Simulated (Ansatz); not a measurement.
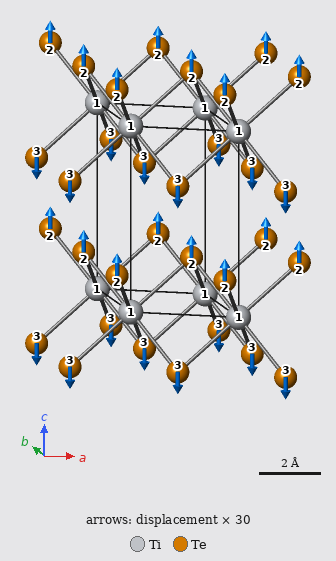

This is a relaxation of solid TiTe$_{2}$ (set up in P-3m1). The starting structure is drawn; blue arrows show the displacements (the part carried along by the change of the cell is left out), magnified 30 times.

Style: ball-and-stick. Shown: the cell of the calculation, slightly off an axis.

Case: volume × 0.97, shape and atoms relaxed.

Computed with DFT PBE+D3(BJ), scalar-relativistic, plane waves, PAW (Ansatz).

The input:
```yaml
crystal:
  lattice:
    - [3.6586803161, 0.0, 0.0]
    - [-1.829340158, 3.1685100981, 0.0]
    - [0.0, 0.0, 6.3193818465]
  atoms:
    - { symbol: Ti, position: [0.0, 0.0, 0.0] }
    - { symbol: Te, position: [0.6666666667, 0.3333333333, 0.2712099107] }
    - { symbol: Te, position: [0.3333333333, 0.6666666667, 0.7287900893] }
basis:
  ecutwfc: 420
kpoints:
  mp_grid: { grid: [12, 12, 8] }
hamiltonian:
  xc: pbe
  dispersion: d3bj
scf:
  occupations: { method: gaussian, width: 0.1 }
output:
  forces: true
  stress: true
  eigenvalues: true
  write_density: true
  write_potential: true
  elf: true
  volumetric_format: npy
relax:
  adjacent_minimum: "off"
  f_tol: 0.01
  max_steps: 30
  cell: { stress_tol: 0.1, fix: [volume] }
```

Command:
```bash
ansatz run input.yaml --threads 1 --pin off --max-ram 2560MiB --backend cpu --events-out ev --progress --plain --runs-dir out
```

Question: Atoms of which element are displaced furthest, and by how much?

Answer: Tellurium: up to 0.025 Å, against 0.000 Å for titanium.

Question: Describe the change and its energy.

Answer: The energy falls by 2.1 meV per atom in 1 accepted move (3 points after the start). Largest force component: 0.27 eV/Å at the start, 0.0063 eV/Å at the end. The pressure goes from 2.32 to 1.39 GPa. The line search rejected the trial step at point 1 of the run. The SCF was repeated once at an unchanged geometry on a basis and grid sized afresh for the cell, which shifted the energy by less than 0.05 meV per atom at most. The largest moves relative to the cell, 0.025 Å, are those of Te2 and Te3. Te2 goes along +c. Ti stays in place. The drawn cell changes at constant volume: a = b 3.659 → 3.665 Å (+0.2 %), c 6.319 → 6.299 Å (−0.3 %). Some distances before and after: Ti1–Te2 2.720 → 2.735 Å. The space group stays P-3m1 (No. 164).
